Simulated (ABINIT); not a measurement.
# Run report: Sb, positron calculation (part 1 of 2)

Sb (2 atoms in the cell), computed with Kohn-Sham DFT of a periodic cell, PBEsol, JTH PAW PBE v2.0, no spin polarisation (ABINIT 10.8.3).

The structure derives from an entry of the Crystallography Open Database.

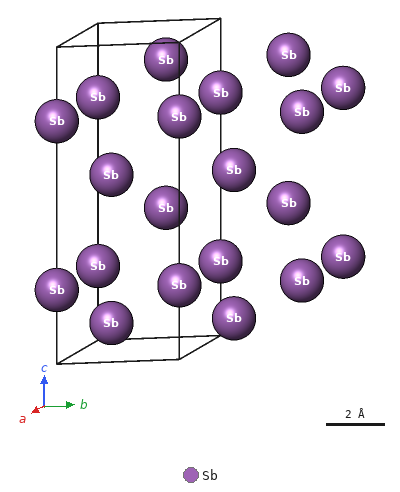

Fig. 1: The input geometry (spheres-only view of the cell 3 times as large as that of the calculation, set on its symmetry axes, repeated 1 × 2 × 1, seen slightly off an axis). An atom can appear more than once, as a periodic image.

**Key numbers**

| quantity | value |
| --- | --- |
| outcome | converged |
| space group (tolerance 0.01 Å) | R-3m (166) |
| electrons treated | 30 |
| free energy | −4496.0719 eV |
| positron lifetime (one of the program's estimates) | 219.8 ps |
| Fermi energy | 6.774 eV |
| gap on the k-point mesh | none (metallic) |
| pressure | 0.00 GPa |
| largest force (length of the vector) | 0.005 eV/Å |
| hardware | 1 thread of Arm Neoverse V1, 112 GiB of memory available, shared host |
| wall time | 26 s |
| peak memory | 0.11 GiB |

**Notes**

Points of doubt noted for this run: PAW basis incomplete for positron.

**The input**
```
# Datasets
ndtset 2

# Pseudopotentials
pp_dirpath "./"
pseudos "Sb.GGA_PBE-JTH.xml"

# Structure
acell 3*1.0 Angstrom
rprim
     2.1595253000     1.2468025100     3.7365630000
    -2.1595253000     1.2468025100     3.7365630000
     0.0000000000    -2.4936050300     3.7365630000
ntypat 1
znucl 51
natom 2
typat 1 1
chkprim 0
chksymtnons 0
tolsym 1.0e-6
xred
   0.7661731500   0.7661731500   0.7661731500
   0.2338268500   0.2338268500   0.2338268500

# Plane-wave basis
ecut 16.0
pawecutdg 32.0
ecutsm 0.5

# Exchange and correlation
ixc -116133

# SCF cycle
nstep 80

# Output
iomode 3
prteig 0
prtebands 0
prtwf 0

# Dataset 1: electrons
kptopt1 1
ngkpt1 6 6 6
nshiftk1 1
shiftk1 0.0 0.0 0.0
nband1 19
occopt1 3
tsmear1 0.05 eV
tolvrs1 1.0e-10
prtden1 1

# Dataset 2: positron in the electrons' density
positron2 1
ixcpositron2 11
getden2 1
kptopt2 0
nkpt2 1
kpt2 0.0 0.0 0.0
nband2 1
occopt2 2
occ2 1.0
posocc2 1.0
toldfe2 1.0e-7
nline2 10
nnsclo2 2
optforces2 0
optstress2 0
prtden2 0
```

Launch command:
```bash
abinit run.abi > log 2>&1
```

**What the program printed**
```
.Version 10.8.3 of ABINIT
 DATASET    1 : space group R-3 m (#166); Bravais hR (rhombohedral)
================================================================================
 Values of the parameters that define the memory need for DATASET  1.
     intxc =       0    ionmov =       0      iscf =      17    lmnmax =      18
     lnmax =       6     mgfft =      32  mpssoang =       3    mqgrid =    3001
     natom =       2  nloc_mem =       2    nspden =       1   nspinor =       1
    nsppol =       1      nsym =      12    n1xccc =       1    ntypat =       1
    occopt =       3   xclevel =       2
       mpw =        1270          nfft =       32768          nkpt =          32
 PAW method is used; the additional fine FFT grid is defined by:
   mgfftf=        45    nfftf =     91125
================================================================================
================================================================================

 DATASET    2 : space group R-3 m (#166); Bravais hR (rhombohedral)
================================================================================
 Values of the parameters that define the memory need for DATASET  2.
     intxc =       0    ionmov =       0      iscf =      17    lmnmax =      18
     lnmax =       6     mgfft =      32  mpssoang =       3    mqgrid =    3001
     natom =       2  nloc_mem =       2    nspden =       1   nspinor =       1
    nsppol =       1      nsym =      12    n1xccc =       1    ntypat =       1
    occopt =       2   xclevel =       2
       mpw =         634          nfft =       32768          nkpt =           1
 PAW method is used; the additional fine FFT grid is defined by:
   mgfftf=        45    nfftf =     91125
================================================================================
================================================================================

--------------------------------------------------------------------------------
------------- Echo of variables that govern the present computation ------------
--------------------------------------------------------------------------------
 -outvars: echo values of preprocessed input variables --------
            acell      1.8897261259E+00  1.8897261259E+00  1.8897261259E+00 Bohr
              amu      1.21753000E+02
          chkprim           0
      chksymtnons           0
             ecut      1.60000000E+01 Hartree
           ecutsm      5.00000000E-01 Hartree
           getden1          0
           getden2          1
              ixc     -116133
      ixcpositron1          1
      ixcpositron2         11
           jdtset        1    2
           kptopt1          1
           kptopt2          0
         kptrlatt        6    0    0      0    6    0      0    0    6
          kptrlen1     4.89709365E+01
          kptrlen2     3.00000000E+01
            natom           2
            nband1         19
            nband2          1
           ndtset           2
            ngfft          32      32      32
          ngfftdg          45      45      45
             nkpt1         32
             nkpt2          1
            nline1          4
            nline2         10
           nnsclo1          0
           nnsclo2          2
            nstep          80
             nsym          12
           ntypat           1
           occopt1          3
           occopt2          2
        optforces1          2
        optforces2          0
        optstress1          1
        optstress2          0
        pawecutdg      3.20000000E+01 Hartree
         positron1          0
         positron2          1
           prtden1          1
           prtden2          0
        prtebands           0
           prteig           0
            prtwf           0
            rprim      2.1595253000E+00  1.2468025100E+00  3.7365630000E+00
                      -2.1595253000E+00  1.2468025100E+00  3.7365630000E+00
                       0.0000000000E+00 -2.4936050300E+00  3.7365630000E+00
           shiftk1     0.00000000E+00  0.00000000E+00  0.00000000E+00
           shiftk2     5.00000000E-01  5.00000000E-01  5.00000000E-01
          spgroup         166
           toldfe1     0.00000000E+00 Hartree
           toldfe2     1.00000000E-07 Hartree
           tolsym      1.00000000E-06
           tolvrs1     1.00000000E-10
           tolvrs2     0.00000000E+00
           tsmear1     1.83746611E-03 Hartree
           tsmear2     1.00000000E-02 Hartree
            typat      1  1
           useylm           1
           xangst      2.3381724545E-17 -7.6617311659E-09  8.5885627317E+00
                      -2.3381724545E-17 -2.3382683917E-09  2.6211262683E+00
            xcart      4.4185055741E-17 -1.4478573554E-08  1.6230031378E+01
                      -4.4185055741E-17 -4.4186868692E-09  4.9532107886E+00
             xred      7.6617315000E-01  7.6617315000E-01  7.6617315000E-01
                       2.3382685000E-01  2.3382685000E-01  2.3382685000E-01
            znucl       51.00000

================================================================================

 chkinp: Checking input parameters for consistency, jdtset=   1.

 chkinp: Checking input parameters for consistency, jdtset=   2.

================================================================================
== DATASET  1 ==================================================================

--- !DatasetInfo
iteration_state: {dtset: 1, }
dimensions: {natom: 2, nkpt: 32, mband: 19, nsppol: 1, nspinor: 1, nspden: 1, mpw: 1270, }
cutoff_energies: {ecut:  16.0, pawecutdg:  32.0, }
electrons: {nelect:   3.00000000E+01, charge:   0.00000000E+00, occopt:   3.00000000E+00, tsmear:   1.83746611E-03, }
meta: {optdriver: 0, ionmov: 0, optcell: 0, iscf: 17, paral_kgb: 0, }
...

 Real(R)+Recip(G) space primitive vectors, cartesian coordinates (Bohr,Bohr^-1):
 R(1)=  4.0809114  2.3561153  7.0610807  G(1)=  0.1225217  0.0707379  0.0472071
 R(2)= -4.0809114  2.3561153  7.0610807  G(2)= -0.1225217  0.0707379  0.0472071
 R(3)=  0.0000000 -4.7122306  7.0610807  G(3)=  0.0000000 -0.1414758  0.0472071
 Unit cell volume ucvol=  4.0735788E+02 bohr^3
 Angles (23,13,12)=  5.74657211E+01  5.74657211E+01  5.74657211E+01 degrees

 Coarse grid specifications (used for wave-functions):

 getcut: wavevector=  0.0000  0.0000  0.0000  ngfft=  32  32  32
         ecut(hartree)=     16.000   => boxcut(ratio)=   2.09480

 Fine grid specifications (used for densities):

 getcut: wavevector=  0.0000  0.0000  0.0000  ngfft=  45  45  45
         ecut(hartree)=     32.000   => boxcut(ratio)=   2.03554

--- Pseudopotential description ------------------------------------------------
- pspini: atom type   1  psp file is ./Sb.GGA_PBE-JTH.xml
 Pseudopotential format is: paw10
 basis_size (lnmax)=  6 (lmn_size= 18), orbitals=   0   0   1   1   2   2
 Spheres core radius: rc_sph= 2.40089151
 Shapefunction is BESSEL type: shapef(r,l)=aa(1,l)*jl(q(1,l)*r)+aa(2,l)*jl(q(2,l)*r)
 Radius for shape functions =  2.00542650
 Compensation charge density is not taken into account in XC energy/potential

   1.53505782E+03                                ecore*ucvol(ha*bohr**3)
--------------------------------------------------------------------------------

================================================================================

--- !BeginCycle
iteration_state: {dtset: 1, }
solver: {iscf: 17, nstep: 80, nline: 4, wfoptalg: 10, }
tolerances: {tolvrs: 1.00E-10, }
...

     iter   Etot(hartree)      deltaE(h)  residm     nres2
 ETOT  1  -164.45691556426    -1.645E+02 9.670E-01 5.654E-01
 ETOT  2  -165.22834303958    -7.714E-01 4.290E-02 2.935E-01
 ETOT  3  -165.22788819997     4.548E-04 9.700E-03 9.790E-02
 ETOT  4  -165.22758978256     2.984E-04 3.784E-03 1.209E-03
 ETOT  5  -165.22759288098    -3.098E-06 2.007E-03 2.614E-04
 ETOT  6  -165.22759433390    -1.453E-06 1.331E-03 9.645E-06
 ETOT  7  -165.22759433140     2.506E-09 1.326E-04 9.370E-07
 ETOT  8  -165.22759433974    -8.338E-09 1.002E-04 1.403E-08
 ETOT  9  -165.22759433977    -3.485E-11 4.149E-05 1.336E-09
 ETOT 10  -165.22759433978    -7.361E-12 3.652E-05 5.986E-11

 At SCF step   10       nres2   =  5.99E-11 < tolvrs=  1.00E-10 =>converged.

 Cartesian components of stress tensor (hartree/bohr^3)
  sigma(1 1)= -4.07304183E-08  sigma(3 2)=  8.25233737E-12
  sigma(2 2)= -4.07312571E-08  sigma(3 1)=  0.00000000E+00
  sigma(3 3)=  3.79245545E-08  sigma(2 1)=  0.00000000E+00

--- !ResultsGS
iteration_state: {dtset: 1, }
comment   : Summary of ground state results
lattice_vectors:
- [  4.0809114,   2.3561153,   7.0610807, ]
- [ -4.0809114,   2.3561153,   7.0610807, ]
- [  0.0000000,  -4.7122306,   7.0610807, ]
lattice_lengths: [   8.48905,    8.48905,    8.48905, ]
lattice_angles: [ 57.466,  57.466,  57.466, ] # degrees, (23, 13, 12)
lattice_volume:   4.0735788E+02
convergence: {deltae: -7.361E-12, res2:  5.986E-11, residm:  3.652E-05, diffor: null, }
etotal    :  -1.65227594E+02
entropy   :   0.00000000E+00
fermie    :   2.48934476E-01
cartesian_stress_tensor: # hartree/bohr^3
- [ -4.07304183E-08,   0.00000000E+00,   0.00000000E+00, ]
- [  0.00000000E+00,  -4.07312571E-08,   8.25233737E-12, ]
- [  0.00000000E+00,   8.25233737E-12,   3.79245545E-08, ]
pressure_GPa:   4.2697E-04
xred      :
- [  7.6617E-01,   7.6617E-01,   7.6617E-01, Sb]
- [  2.3383E-01,   2.3383E-01,   2.3383E-01, Sb]
cartesian_forces: # hartree/bohr
- [ -2.42029078E-20,  -4.47048912E-21,  -9.65813841E-05, ]
- [  2.42029078E-20,   4.47048912E-21,   9.65813841E-05, ]
force_length_stats: {min:   9.65813841E-05, max:   9.65813841E-05, mean:   9.65813841E-05, }
...

 Integrated electronic density in atomic spheres:
 ------------------------------------------------
 Atom  Sphere_radius  Integrated_density
    1        2.40089         12.44066673
    2        2.40089         12.44066673

================================================================================
```
